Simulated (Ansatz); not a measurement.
# Single-point calculation of CoO

- system: CoO (4 atoms in the cell)
- method: DFT PBE, scalar-relativistic, plane waves, PAW, spin-polarised (Ansatz 0.2.0)

The structure derives from a Materials Project entry. Figures and captions count atoms from 1; the log counts them from 0 in places.

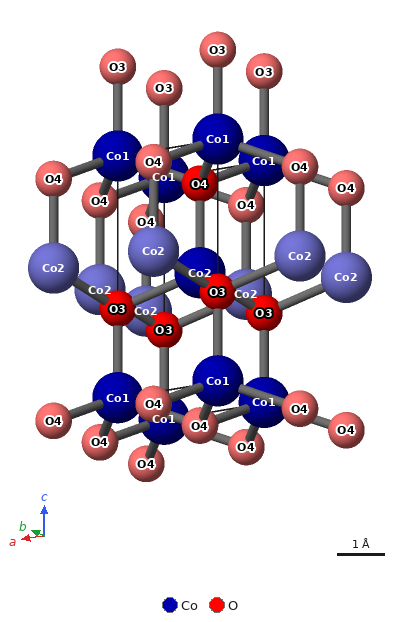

The structure (ball-and-stick view of the cell of the calculation, seen at an oblique angle; neighbours outside the cell are drawn fainter; atoms are numbered from 1 in the order of the input). An atom can appear more than once, as a periodic image.

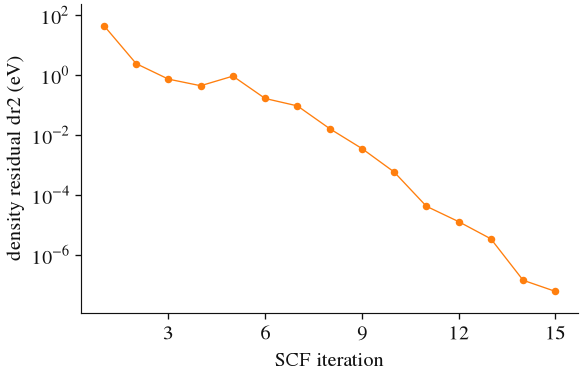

Convergence of the self-consistent field: density residual dr2 against the SCF iteration. The residual comes down, with one marked jump up, by a factor of about 2, at step 5.

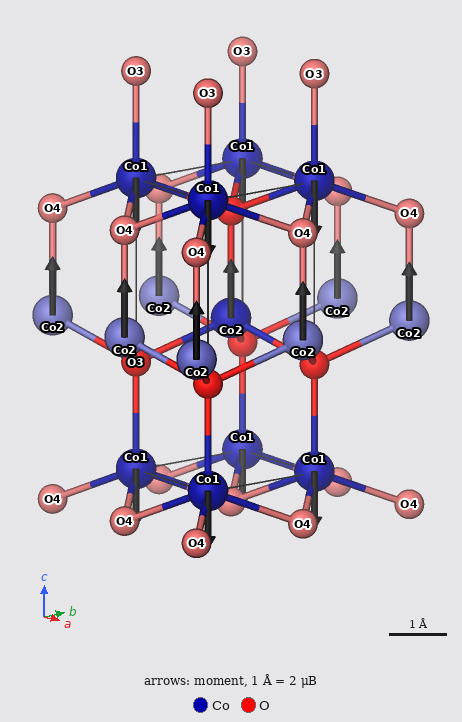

Magnetic moments of the sites as black arrows (ball-and-stick view of the cell of the calculation, seen slightly off an axis; neighbours outside the cell are drawn fainter; atoms are numbered from 1 in the order of the input); small moments hardly show. The run is collinear, so the axis drawn is arbitrary. Site moments: Co2 (2.14 μB); Co1 (−2.14 μB); O4 (−0.16 μB); O3 (0.16 μB). They are counted near the atoms and needn't add up to the moment of the cell.

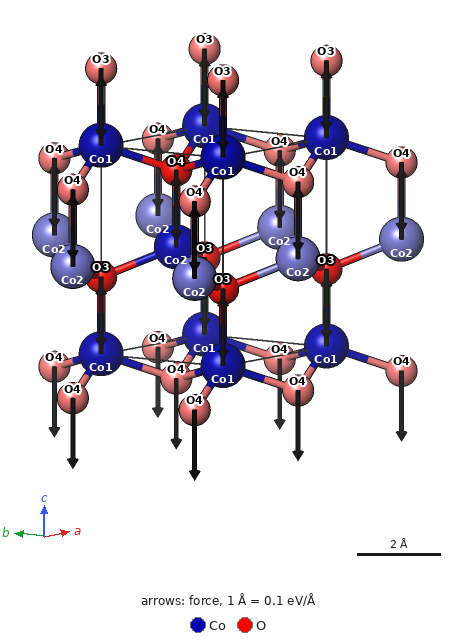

Forces on the atoms as black arrows (ball-and-stick view of the cell of the calculation, seen at an oblique angle; neighbours outside the cell are drawn fainter; atoms are numbered from 1 in the order of the input). The largest act on Co2 (0.18 eV/Å); O3, O4 (0.18 eV/Å); Co1 (0.18 eV/Å). The geometry is not a stationary point of this energy.

These pictures come from the run below.

### Input file
```yaml
crystal:
  lattice:
    - [3.1976457435, 0.0, 0.0]
    - [-1.5988228718, 2.7692424462, 0.0]
    - [0.0, 0.0, 5.22870971]
  atoms:
    - { symbol: Co, position: [0.0, 0.0, 0.00347414], spin: -3.0 }
    - { symbol: Co, position: [0.33333333, 0.66666667, 0.50336241], spin: 3.0 }
    - { symbol: O, position: [0.0, 0.0, 0.37160885] }
    - { symbol: O, position: [0.33333333, 0.66666667, 0.8715556] }
basis:
  ecutwfc: 420
kpoints:
  mp_grid: { grid: [6, 6, 4] }
hamiltonian:
  xc: pbe
scf:
  occupations: { method: gaussian, width: 0.1 }
  lower_state_search: "off"
output:
  forces: true
  stress: true
  eigenvalues: true
  populations: true
magnetization:
  spin_polarized: true
```

Launch command:
```bash
ansatz run input.yaml --threads 2 --pin off --max-ram 5120MiB --backend cpu --events-out ev --progress --plain --runs-dir out
```

### Output
```
Engine: ansatz 0.2.0, aarch64-unknown-linux-gnu
Pseudopotentials: kind: paw
Pseudopotential: Co, paw, valence charge 17, recommended cutoff 420 eV (normal), Co.paw.azcp
Pseudopotential: O, paw, valence charge 6, recommended cutoff 420 eV (normal), O.paw.azcp
Functional definition: PBE
  parameter kappa = 0.804
  parameter beta = 0.06672455060314922
  exchange = pbe_x(kappa = kappa, mu = beta*pi^2/3)
  correlation = pbe_c(beta = beta)
Crystal: 4 atoms, lattice volume = 46.301 Å³
Basis set: ecut = 420 eV, 917 PW (Γ), exchange–correlation on 48×48×72 points (8 copies of the dense FFT grid, shifted against one another)
Bands: 32, of which v1, the nominal top of the filled ones, is band 23 counted from 1 (22 counted from 0)
Symmetry: 6 space group operations
Space group: P3m1 (ITA 156), of the structure as read, at distance tolerance 3.6e-5 Å
Magnetic group: BNS 156.49 (UNI 1279), of the structure as read, at distance tolerance 3.6e-5 Å
k-points: 24 of 144 (time reversal used)
Non-local potential: Co, projectors of the file, l = 0: 3, l = 1: 2, l = 2: 3, l = 3: 1
Non-local potential: O, projectors of the file, l = 0: 2, l = 1: 2, l = 2: 1
PAW form: soft (Blöchl's): semilocal exchange-correlation on the pseudo side does not see the compensation charge
PAW one-centre angular grid: Co, 590 points (default); XC on 64 Gauss nodes
PAW one-centre angular grid: O, 110 points (default); XC on 64 Gauss nodes
Initial density: superposition of atomic densities (chi_scale 0.1, normalization cell, long waves kept (reshape's long-wave potential 0.00 eV rms))
Starting moments: Σ|m| = 6 μB on 2 of 4 sites
Starting magnetic order: compensated ferrimagnet; no operation exchanges its spin sublattices
Initial wavefunctions: pseudopotential atomic-orbital guess
Functional: x = pbe(κ = 0.804, μ = 0.2195149727645171), c = pbe(β = 0.06672455060314922)
SCF iter   1: F=—  HF=-11389.499212 eV  |F-HF|=—  |Δ(HF+E_count)|=         —  Δρ=2.23e-1 (↑2.23e-1 ↓2.23e-1)  dr2=4.52e1  dr2_m=8.11e0  M=0.001 μB ∫|m|=3.001 μB  β_m=0.30  ethr=3.10e-3  ⟨swp⟩=5.2  Hψ=5616  notcnv=0  defer=55
preconditioner: auto → Kerker (q_TF=auto, 2.725 Å⁻¹)  [metal: Δε(μ)=0.085 eV  Ē_g=12.220 eV  σ=0.100 eV  W_gap=0.44  n_scr=22 (ndim 8)  ℏωp=29.9 eV  f_vac=0.000  D(μ)=3.59/eV (n_scr^D=36)]
spin=Collinear: Kerker preconditioning applied to the charge; magnetization (m = ρ↑ − ρ↓) channel mixes plain (no charge-response kernel on spin).
SCF iter   2: F=—  HF=-11384.994649 eV  |F-HF|=—  |Δ(HF+E_count)|=    4.50e0  Δρ=6.07e-2 (↑6.07e-2 ↓6.07e-2)  dr2=2.43e0  dr2_m=4.01e-1  M=-0.002 μB ∫|m|=5.262 μB  β_m=0.30  ethr=3.10e-3  ⟨swp⟩=3.0  Hψ=3578  notcnv=0  defer=152
SCF iter   3: F=—  HF=-11384.662915 eV  |F-HF|=—  |Δ(HF+E_count)|=   3.32e-1  Δρ=4.53e-2 (↑4.53e-2 ↓4.49e-2)  dr2=7.39e-1  dr2_m=5.61e-1  M=0.005 μB ∫|m|=5.123 μB  β_m=0.30  ethr=3.10e-3  ⟨swp⟩=2.0  Hψ=2536  notcnv=0  defer=152
Mixer restart at iter 3: flushing history
spin-set hold released at iteration 3 (the charge has settled, or the pull on large starting moments outlasts its swing): the magnetisation degrees of freedom join the quasi-Newton model from the next iteration; the mixer history was flushed
SCF iter   4: F=—  HF=-11384.699930 eV  |F-HF|=—  |Δ(HF+E_count)|=   3.70e-2  Δρ=3.61e-2 (↑3.52e-2 ↓3.61e-2)  dr2=4.45e-1  dr2_m=3.81e-1  M=-0.010 μB ∫|m|=5.058 μB  β_m=0.65  ethr=1.61e-3  ⟨swp⟩=2.0  Hψ=1644  notcnv=0  defer=152
SCF iter   5: F=—  HF=-11384.990145 eV  |F-HF|=—  |Δ(HF+E_count)|=   2.90e-1  Δρ=3.58e-2 (↑2.18e-2 ↓3.58e-2)  dr2=9.31e-1  dr2_m=3.73e-2  M=0.114 μB ∫|m|=5.146 μB  β_m=0.52  ethr=9.68e-4  ⟨swp⟩=2.5  Hψ=2586  notcnv=0  defer=163
SCF iter   6: F=—  HF=-11384.887612 eV  |F-HF|=—  |Δ(HF+E_count)|=   1.03e-1  Δρ=1.53e-2 (↑1.53e-2 ↓7.05e-3)  dr2=1.67e-1  dr2_m=1.28e-2  M=-0.071 μB ∫|m|=5.065 μB  β_m=0.55  ethr=9.68e-4  ⟨swp⟩=2.2  Hψ=2514  notcnv=0  defer=166
SCF iter   7: F=—  HF=-11384.888075 eV  |F-HF|=—  |Δ(HF+E_count)|=   4.64e-4  Δρ=1.11e-2 (↑5.79e-3 ↓1.11e-2)  dr2=9.46e-2  dr2_m=7.51e-3  M=0.050 μB ∫|m|=5.070 μB  β_m=0.61  ethr=3.62e-4  ⟨swp⟩=2.0  Hψ=1904  notcnv=0  defer=166
SCF iter   8: F=—  HF=-11384.889568 eV  |F-HF|=—  |Δ(HF+E_count)|=   1.49e-3  Δρ=4.95e-3 (↑3.12e-3 ↓4.95e-3)  dr2=1.65e-2  dr2_m=1.53e-3  M=0.013 μB ∫|m|=5.091 μB  β_m=0.68  ethr=2.06e-4  ⟨swp⟩=1.5  Hψ=1809  notcnv=0  defer=166
SCF iter   9: F=—  HF=-11384.893778 eV  |F-HF|=—  |Δ(HF+E_count)|=   4.21e-3  Δρ=1.84e-3 (↑1.84e-3 ↓1.50e-3)  dr2=3.58e-3  dr2_m=2.56e-4  M=0.004 μB ∫|m|=5.104 μB  β_m=0.82  ethr=3.58e-5  ⟨swp⟩=2.3  Hψ=2104  notcnv=0  defer=166
SCF iter  10: F=—  HF=-11384.895144 eV  |F-HF|=—  |Δ(HF+E_count)|=   1.37e-3  Δρ=7.61e-4 (↑6.28e-4 ↓7.61e-4)  dr2=5.89e-4  dr2_m=4.08e-5  M=0.003 μB ∫|m|=5.116 μB  β_m=0.77  ethr=7.79e-6  ⟨swp⟩=2.0  Hψ=1992  notcnv=0  defer=166
SCF iter  11: F=—  HF=-11384.895187 eV  |F-HF|=—  |Δ(HF+E_count)|=   4.31e-5  Δρ=2.39e-4 (↑2.29e-4 ↓2.39e-4)  dr2=4.24e-5  dr2_m=8.40e-6  M=-0.000 μB ∫|m|=5.117 μB  β_m=0.88  ethr=1.28e-6  ⟨swp⟩=1.3  Hψ=1434  notcnv=0  defer=166
SCF iter  12: F=—  HF=-11384.895061 eV  |F-HF|=—  |Δ(HF+E_count)|=   1.26e-4  Δρ=1.19e-4 (↑9.64e-5 ↓1.19e-4)  dr2=1.30e-5  dr2_m=8.45e-7  M=0.000 μB ∫|m|=5.116 μB  β_m=0.89  ethr=9.22e-8  ⟨swp⟩=2.0  Hψ=2039  notcnv=0  defer=166
SCF iter  13: F=—  HF=-11384.895063 eV  |F-HF|=—  |Δ(HF+E_count)|=   2.71e-6  Δρ=5.01e-5 (↑5.01e-5 ↓4.80e-5)  dr2=3.47e-6  dr2_m=1.23e-7  M=-0.000 μB ∫|m|=5.116 μB  β_m=0.81  ethr=2.83e-8  ⟨swp⟩=2.1  Hψ=1974  notcnv=0  defer=166
SCF iter  14: F=—  HF=-11384.895064 eV  |F-HF|=—  |Δ(HF+E_count)|=   2.45e-7  Δρ=1.36e-5 (↑1.36e-5 ↓1.11e-5)  dr2=1.44e-7  dr2_m=2.46e-8  M=-0.000 μB ∫|m|=5.116 μB  β_m=0.88  ethr=7.53e-9  ⟨swp⟩=2.0  Hψ=1834  notcnv=0  defer=166
SCF iter  15: F=-11384.895064 eV  HF=-11384.895064 eV  |F-HF|=1.86e-8  |Δ(HF+E_count)|=   1.15e-7  Δρ=6.86e-6 (↑6.75e-6 ↓6.86e-6)  dr2=6.12e-8  dr2_m=2.74e-9  M=-0.000 μB ∫|m|=5.116 μB  ethr=2.17e-10  ⟨swp⟩=10.0  Hψ=6529  notcnv=0
SCF 1 converged in 15 iterations: F = -11384.895064 eV  dr2 = 6.12e-8
  greatest PAW one-centre occupation: 1.003 electrons in one spin orbital (limit 2), on the Co atom at site 1 (counted from 0), in its partial waves of l = 1
SCF converged after 15 iterations
Magnetization: -0.0002 μB (22.9999 up, 23.0001 down)
Absolute magnetization: 5.1155 μB (∫|ρ↑−ρ↓|, with the PAW one-centre terms)
Spin contamination: 2.5925 ħ² per cell (⟨S²⟩ above its minimum at these occupations)
Per-site moments (μB) at R_I (Å): [(-2.1360943741287084, 0.7940086822655766), (2.1362111401488155, 0.7941348144299109), (0.15503294015736746, 0.7940086822655766), (-0.15513560062607962, 0.7941348144299109)]
Free energy (F): -11384.895064 eV
Harris-Foulkes:  -11384.895064 eV  (|F-HF|=1.86e-8)
Internal energy: -11384.891005 eV  (E = F + TS)
E sigma→0 (E₀):  -11384.893034 eV
Entropy (-TS):   -0.004059 eV (-1.015 meV/atom)
Fermi energy:    11.157849 eV
--- Per-component energies (eV) ---
  E_band       = -739.526916
  E_kinetic    = 1238.370457
  E_local      = -7801.552348  (includes V_loc(G=0)·N_el)
  E_nonlocal   = 1026.197251
  E_hartree    = 3221.767205
  E_xc         = -457.458802
  E_vxc        = -587.776115  (∫ρ·V_xc dr)
  E_paw        = -3353.903169  (= ΣΔE_a)
  E_vpaw       = -1058.294117  (= ΣTr[D̂ρ^β])
  E_aug_tail   = 0.005200  (compensation charges beyond the density's cutoff)
  E_ewald      = -5258.316798
  E_smearing   = -0.004059  (= −TS)
  E_closure    = 0.000000  (closes the sum)
  Σ components = -11384.895064   (vs F -11384.895064, Δ=0.00e0)
--- Forces (eV/Å), atoms counted from 1 ---
  atom   1  Co     0.00000000     0.00000000     0.17523135
  atom   2  Co     0.00000000    -0.00000000     0.18210854
  atom   3  O      0.00000000    -0.00000000    -0.17936321
  atom   4  O     -0.00000000     0.00000000    -0.17808205
  max |Σ_I F_I| component: 1.05e-4 eV/Å
--- Stress (GPa, compression-positive) ---
       -0.672774      -0.000000       0.000000
       -0.000000      -0.672774       0.000000
        0.000000       0.000000      -0.109073
  P = ⅓ Tr σ = -0.4849 GPa (-4.849 kbar)
--- Band table (eV; the first three rows and the last of 48) ---
  k-point 0 ↑: bands = ["-85.4602", "-82.7068", "-48.9127", "-48.6664", "-48.6664", "-46.1614", "-46.0044", "-46.0044", "-8.8538", "-8.1512", "4.1173", "5.1748", "5.1748", "5.2537", "6.1388", "6.1388", "8.9246", "8.9246", "9.3972", "10.0785", "10.0785", "11.0307", "11.0307", "11.2929", "12.7760", "13.2479", "13.2479", "16.6264", "18.3508", "24.7406", "24.7406", "25.0682"]
  k-point 1 ↑: bands = ["-85.4602", "-82.7068", "-48.9127", "-48.6664", "-48.6664", "-46.1614", "-46.0044", "-46.0044", "-8.7709", "-8.2382", "4.1635", "5.0095", "5.1748", "5.1748", "6.1112", "6.1112", "8.9742", "8.9742", "9.5614", "10.0961", "10.0961", "11.0482", "11.0482", "11.7687", "12.9046", "13.1873", "13.1873", "15.5541", "19.4016", "23.4464", "24.7002", "24.7002"]
  k-point 2 ↑: bands = ["-85.4602", "-82.7068", "-48.9127", "-48.6664", "-48.6664", "-46.1615", "-46.0044", "-46.0044", "-8.6421", "-8.3712", "4.2881", "4.6969", "5.1752", "5.1752", "6.0841", "6.0841", "9.0258", "9.0258", "9.7550", "10.1074", "10.1074", "11.0731", "11.0731", "12.1086", "13.1233", "13.1233", "13.6882", "14.1968", "21.0365", "21.3522", "24.7234", "24.7234"]
  k-point 23 ↓: bands = ["-85.4591", "-82.7056", "-48.9120", "-48.6777", "-48.6755", "-46.1589", "-46.0187", "-46.0158", "-8.1782", "-7.9006", "4.5782", "4.6933", "4.8165", "5.1999", "5.8684", "6.2302", "8.1175", "8.8828", "9.4771", "9.6413", "9.6829", "10.4771", "10.6759", "11.2453", "12.0774", "12.2535", "18.1114", "18.9252", "19.0923", "19.2937", "20.0685", "20.8295"]
--- Löwdin populations: 4 sites ---
  site symbol       q [e]    m [muB]
     0     Co     15.9492    -2.2946
     1     Co     15.9490     2.2946
     2      O      6.9085     0.2217
     3      O      6.9086    -0.2218
  spilling = 0.006190 (of n_electrons = 46.000000)
```

### Summary

| quantity | value |
| --- | --- |
| outcome | converged |
| space group (tolerance 0.01 Å) | P6₃mc (186) |
| electrons treated | 46 |
| free energy | −11384.8951 eV |
| Fermi energy | 11.158 eV |
| gap on the k-point mesh | 0.12 eV |
| net moment of the cell | 0.00 μB |
| integrated absolute moment | 5.12 μB |
| pressure | −0.48 GPa |
| largest force (length of the vector) | 0.182 eV/Å |
| hardware | 2 threads of Arm Neoverse N1, 98 GiB of memory available, shared host |
| wall time | 9.6 s (CPU time 18 s) |
| peak memory | 0.33 GiB |

### Remarks

Semilocal DFT without U tends to delocalise the d electrons of such compounds and to underestimate the gap.
